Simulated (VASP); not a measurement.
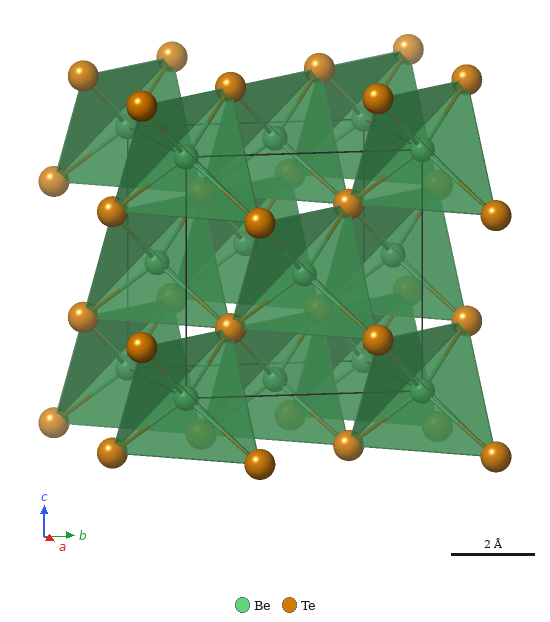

The structure (polyhedral view of the cell 4 times as large as that of the calculation, set on its symmetry axes, seen slightly off an axis; polyhedra are completed across the faces of the cell). An atom can appear more than once, as a periodic image.

**Run report: BeTe, band-structure calculation**

- system: BeTe (F-43m, 2 atoms in the cell)
- method: DFT, r2SCAN, plane waves, PAW (VASP 6.6.1)

The structure was built on a prototype by a generator. The geometry comes from this level: r2SCAN (a point of a series of strains). It belongs to a series of runs on one base structure; here: hydrostatic strain +4.0%.

## OSZICAR
```
N       E                     dE             d eps       ncg     rms          rms(c)
DAV:   1    -0.393746921022E+01   -0.39375E+01   -0.32354E+03   638   0.589E+02
DAV:   2    -0.304332428987E+02   -0.26496E+02   -0.25440E+02   805   0.904E+01
DAV:   3    -0.316666026330E+02   -0.12334E+01   -0.12312E+01   848   0.213E+01
DAV:   4    -0.316782168105E+02   -0.11614E-01   -0.11613E-01   790   0.238E+00
DAV:   5    -0.316783916213E+02   -0.17481E-03   -0.17481E-03   813   0.280E-01    0.381E+00
DAV:   6    -0.305637741190E+02    0.11146E+01   -0.14152E-01   674   0.249E+00    0.281E+00
DAV:   7    -0.305832940964E+02   -0.19520E-01   -0.12107E-01   734   0.215E+00    0.443E-01
DAV:   8    -0.305810315665E+02    0.22625E-02   -0.61592E-03   757   0.432E-01    0.309E-01
DAV:   9    -0.305815902037E+02   -0.55864E-03   -0.79064E-04   738   0.206E-01    0.422E-02
DAV:  10    -0.305815846216E+02    0.55821E-05   -0.78095E-05   771   0.459E-02    0.272E-02
DAV:  11    -0.305815879788E+02   -0.33571E-05   -0.11968E-05   733   0.264E-02    0.137E-02
DAV:  12    -0.305815891129E+02   -0.11342E-05   -0.66755E-07   745   0.561E-03    0.134E-03
DAV:  13    -0.305815891976E+02   -0.84673E-07   -0.84837E-08   530   0.143E-03
   1 F= -.30581589E+02 E0= -.30581589E+02  d E =-.161689E-41
       N       E                     dE             ncg
DAV:   1     0.416332712756E+03   -0.16670E+04      154
DAV:   2     0.221720739984E+03   -0.19461E+03      194
DAV:   3     0.212467221779E+03   -0.92535E+01      214
DAV:   4     0.212381716446E+03   -0.85505E-01      195
DAV:   5     0.212380017529E+03   -0.16989E-02      200
DAV:   6     0.212379961577E+03   -0.55952E-04      203
DAV:   7     0.212379959283E+03   -0.22940E-05      197
DAV:   8     0.212379959182E+03   -0.10078E-06      197
DAV:   9     0.212379959178E+03   -0.39854E-08      155
```

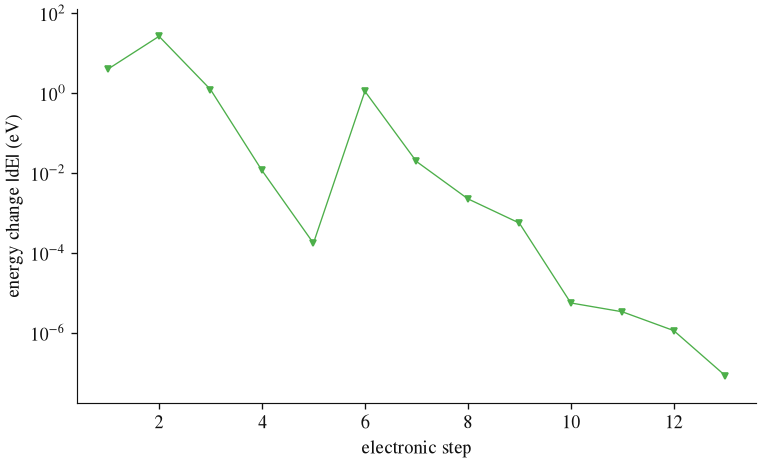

Convergence of the self-consistent field: energy change |dE| against the electronic step. It takes 13 electronic steps. The density is held fixed in the first few steps, and dE rises again when its update begins.

## Parts of OUTCAR
```
k-points           NKPTS =     29   k-points in BZ     NKDIM =     29   number of bands    NBANDS=     11

   NELECT =       8.0000    total number of electrons

   dimension x,y,z NGX =    32 NGY =   32 NGZ =   32
   dimension x,y,z NGXF=    64 NGYF=   64 NGZF=   64

  energy-cutoff  :      520.00
  volume of cell :       50.92
      direct lattice vectors                 reciprocal lattice vectors
     0.000000000  2.941768570  2.941768570    -0.169965784  0.169965784  0.169965784
     2.941768570  0.000000000  2.941768570     0.169965784 -0.169965784  0.169965784
     2.941768570  2.941768570  0.000000000     0.169965784  0.169965784 -0.169965784

 k-points in reciprocal lattice and weights: KPOINTS created by Atomic Simulation Env
   0.00000000  0.00000000  0.00000000       0.002
   0.12500000  0.00000000  0.00000000       0.016
   0.25000000  0.00000000  0.00000000       0.016
   0.37500000  0.00000000  0.00000000       0.016
   0.50000000  0.00000000  0.00000000       0.008
   0.12500000  0.12500000  0.00000000       0.012
   0.25000000  0.12500000  0.00000000       0.047
   0.37500000  0.12500000  0.00000000       0.047
   0.50000000  0.12500000  0.00000000       0.047
  -0.37500000  0.12500000  0.00000000       0.047
  -0.25000000  0.12500000  0.00000000       0.047
  -0.12500000  0.12500000  0.00000000       0.023
   0.25000000  0.25000000  0.00000000       0.012
   0.37500000  0.25000000  0.00000000       0.047
   0.50000000  0.25000000  0.00000000       0.047
  -0.37500000  0.25000000  0.00000000       0.047
  -0.25000000  0.25000000  0.00000000       0.023
   0.37500000  0.37500000  0.00000000       0.012
   0.50000000  0.37500000  0.00000000       0.047
  -0.37500000  0.37500000  0.00000000       0.023
   0.50000000  0.50000000  0.00000000       0.006
   0.37500000  0.25000000  0.12500000       0.047
   0.50000000  0.25000000  0.12500000       0.094
  -0.37500000  0.25000000  0.12500000       0.047
   0.50000000  0.37500000  0.12500000       0.047
  -0.37500000  0.37500000  0.12500000       0.094
  -0.25000000  0.37500000  0.12500000       0.047
  -0.37500000  0.50000000  0.12500000       0.023
  -0.25000000  0.50000000  0.25000000       0.012

 E-fermi :   3.6423

 k-point     1 :       0.0000    0.0000    0.0000
  band No.  band energies     occupation
      1      -8.4071      2.00000
      2       3.5496      2.00000
      3       3.5496      2.00000
      4       3.5496      2.00000
      5       7.0789      0.00000
      6       7.6695      0.00000
      7       7.6695      0.00000
      8       7.6695      0.00000
      9      12.3127      0.00000
     10      14.0386      0.00000
     11      14.0386      0.00000

 k-point     2 :       0.1250    0.0000    0.0000
  band No.  band energies     occupation
      1      -8.2781      2.00000
      2       2.3793      2.00000
      3       3.3617      2.00000
      4       3.3617      2.00000
      5       7.2671      0.00000
      6       7.9662      0.00000
      7       7.9662      0.00000
      8       8.5732      0.00000
      9      12.7731      0.00000
     10      13.2803      0.00000
     11      13.2803      0.00000

 k-point     3 :       0.2500    0.0000    0.0000
  band No.  band energies     occupation
      1      -7.9274      2.00000
      2       0.5659      2.00000
      3       2.9922      2.00000
      4       2.9922      2.00000
      5       7.0250      0.00000
      6       8.4582      0.00000
      7       8.4582      0.00000
      8      10.5181      0.00000
      9      13.0181      0.00000
     10      13.0181      0.00000
     11      13.1143      0.00000

 k-point     4 :       0.3750    0.0000    0.0000
  band No.  band energies     occupation
      1      -7.4968      2.00000
      2      -0.8504      2.00000
      3       2.6964      2.00000
      4       2.6964      2.00000
      5       6.8145      0.00000
      6       8.6225      0.00000
      7       8.6225      0.00000
      8      11.8611      0.00000
      9      13.4078      0.00000
     10      13.9741      0.00000
     11      13.9741      0.00000

 k-point     5 :       0.5000    0.0000    0.0000
  band No.  band energies     occupation
      1      -7.2818      2.00000
      2      -1.4053      2.00000
      3       2.5884      2.00000
      4       2.5884      2.00000
      5       6.7384      0.00000
      6       8.6122      0.00000
      7       8.6122      0.00000
      8      11.9695      0.00000
      9      14.6718      0.00000
     10      15.3085      0.00000
     11      15.3087      0.00000

 [... the levels of 23 k-points are left out ...]

 k-point    29 :      -0.2500    0.5000    0.2500
  band No.  band energies     occupation
      1      -6.8506      2.00000
      2      -0.6800      2.00000
      3       0.3916      2.00000
      4       0.8415      2.00000
      5       9.1375      0.00000
      6       9.4742      0.00000
      7       9.6453      0.00000
      8       9.6908      0.00000
      9      14.5472      0.00000
     10      15.1655      0.00000
     11      16.5728      0.00000

  Total       -1.7405202     -1.7405202     -1.7405202      0.0000000      0.0000000      0.0000000
  in kB      -54.7689144    -54.7689144    -54.7689144      0.0000000      0.0000000      0.0000000
  external PRESSURE =     -54.7689144 kB  Pullay stress =       0.0000000 kB

 POSITION                                       TOTAL-FORCE (eV/Angst)
 -----------------------------------------------------------------------------------
      0.00000      0.00000      0.00000         0.000000      0.000000      0.000000
      1.47088      1.47088      1.47088        -0.000000     -0.000000     -0.000000
 -----------------------------------------------------------------------------------
    total drift:                                0.000000      0.000000      0.000000

  FREE ENERGIE OF THE ION-ELECTRON SYSTEM (eV)
  ---------------------------------------------------
  free  energy   TOTEN  =       -30.5815891976 eV

  energy  without entropy=      -30.5815891976  energy(sigma->0) =      -30.58158920
```

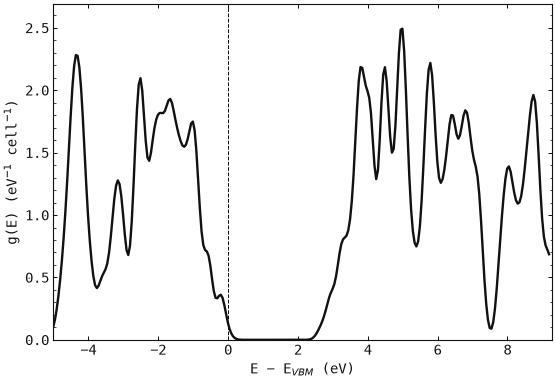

Density of states (the curve is built from the levels of the k mesh with Gaussians 0.3 eV wide, which also blur the band edges), with energies from the valence-band top. There is a gap of 2.62 eV on the k-point mesh. Small ripples come from the finite k-point mesh.

This output came from the following input.

## INCAR
```
ENCUT = 520.000000
SIGMA = 0.010000
EDIFF = 1.00e-07
ALGO = Normal
METAGGA = R2SCAN
PREC = Accurate
IBRION = -1
ISIF = 2
ISMEAR = 0
NBANDS = 11
NELM = 120
NSW = 0
LASPH = .TRUE.
LCHARG = .TRUE.
LELF = .TRUE.
LWAVE = .FALSE.
LREAL = .FALSE.
```

## KPOINTS
```
KPOINTS created by Atomic Simulation Environment
0
Gamma
8 8 8
0 0 0
```

## KPOINTS_OPT
```
special points
7
Reciprocal
0.0000000000 0.0000000000 0.0000000000 1
-0.5000000000 -0.5000000000 0.0000000000 1
-0.3750000000 -0.3750000000 0.2500000000 1
-0.3750000000 0.0000000000 0.3750000000 1
0.0000000000 0.0000000000 0.5000000000 1
-0.5000000000 -0.2500000000 0.2500000000 1
0.0000000000 0.5000000000 0.5000000000 1
```

## POSCAR
```
Be Te
 1.0000000000000000
     0.0000000000000000    2.9417685704999998    2.9417685704999998
     2.9417685704999998    0.0000000000000000    2.9417685704999998
     2.9417685704999998    2.9417685704999998    0.0000000000000000
 Be  Te
   1   1
Cartesian
  0.0000000000000000  0.0000000000000000  0.0000000000000000
  1.4708842852499999  1.4708842852499999  1.4708842852499999
```

Launch command:
```bash
mpirun -np 1 vasp_std
```

## Results in brief

- outcome: converged
- space group (tolerance 0.01 Å): F-43m (216)
- electrons treated: 8
- free energy: −30.5816 eV
- Fermi energy: 3.642 eV
- band gap: 2.62 eV
- pressure: −5.48 GPa
- largest force (length of the vector): under 0.001 eV/Å
- hardware: 1 CPU thread, shared host
- wall time: 37 s
- peak memory: 0.18 GiB

## Notes

Spin-orbit coupling is left out, which matters for Te. The cell is under a tension of 5.5 GPa at this level, so it is not at its equilibrium volume.
